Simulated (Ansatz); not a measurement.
**Ru: density, localisation and related maps**

Input file:

```
crystal:
  lattice:
    - [-1.5916353063, 1.5916353063, 1.5916353063]
    - [1.5916353063, -1.5916353063, 1.5916353063]
    - [1.5916353063, 1.5916353063, -1.5916353063]
  atoms:
    - { symbol: Ru, position: [0.0, 0.0, 0.0], spin: 1.333 }
hamiltonian:
  xc: r2scan
  pseudopotentials:
    kind: paw
    azcp:
      Ru: "pseudopotentials/Ru.paw.azcp"
basis:
  ecutwfc: 500
  fft_grid_basis: typed
kpoints:
  mp_grid: { grid: [16, 16, 16], shift: [0, 0, 0] }
magnetization:
  spin_polarized: true
scf:
  occupations: { method: fermi_dirac, width: 0.05 }
  lower_state_search: "off"
output:
  stress: true
  write_density: true
  write_potential: true
  elf: true
  volumetric_format: npy
```

Run with:

```sh
ansatz run input.yaml --threads 2 --pin off --max-ram 6144MiB --backend cpu --events-out ev --progress --plain --runs-dir out
```

Below, planes, directions and counts refer to the conventional cell (a = 3.18 Å, b = 3.18 Å, c = 3.18 Å, α = 90.00°, β = 90.00°, γ = 90.00°).

Space group Im-3m; set up as Ru, bcc; a generated structure, not necessarily the stable one; changed on purpose from its base cell (volume × 1.12); computed pressure about −20 GPa in this cell; spin-polarised.

Computed with DFT, r2SCAN, plane waves (500 eV) with PAW, scalar-relativistic in Ansatz 0.2.0.

The density is the valence pseudo-density of a PAW calculation; it isn't the true density close to the nuclei.

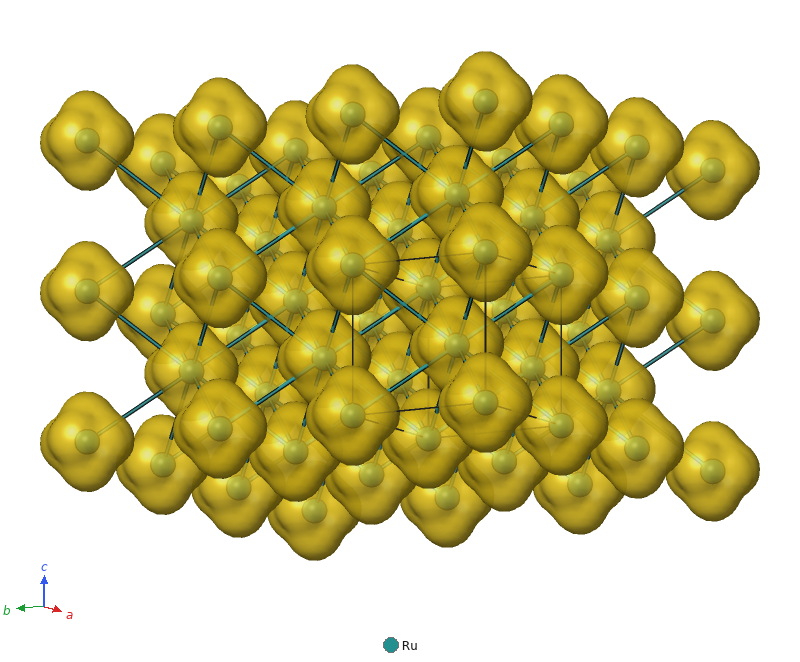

Figure 1. Isosurfaces of the magnetisation density (up minus down) at +0.15 (yellow) and −0.15 e/Å³ (cyan), seen at an oblique angle. Sticks mark near contacts.

Question: Where is the spin, and how is it ordered?

Answer: The spin density sits on Ru: +1.6 μB (×2) in one cell of 2 atoms: parallel moments, as they must be, since the calculation's own cell holds one magnetic site. The cell of the calculation (1 atoms) carries 1.6 μB of net spin moment. Only one sign reaches the isovalue.

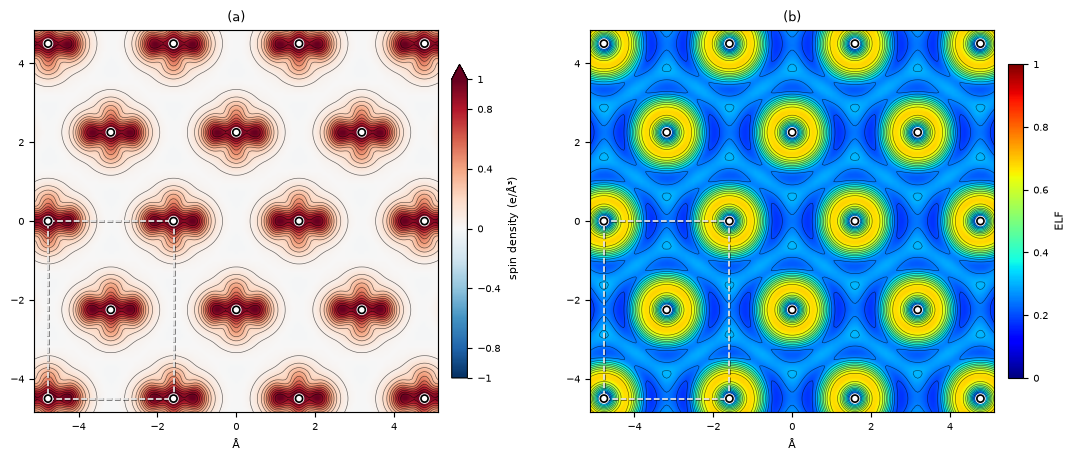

Figure 2. (a) spin density; (b) ELF on the (110) plane of the conventional cell. Circles mark the nuclei in the plane (Ru).

Question: Describe what can be read from this map.

Answer:
- Atoms in the plane: Ru.
- Ru–Ru (2.76 Å): the ELF is about 0.30 at the midpoint (no localised pair shows between them).
- The features right at Ru lie inside the PAW spheres, where the map follows smoothed inner orbitals and isn't to be read closely.

Question: Does the calculation give a band gap?

Answer: It is gapless in this calculation (a metal or semimetal).
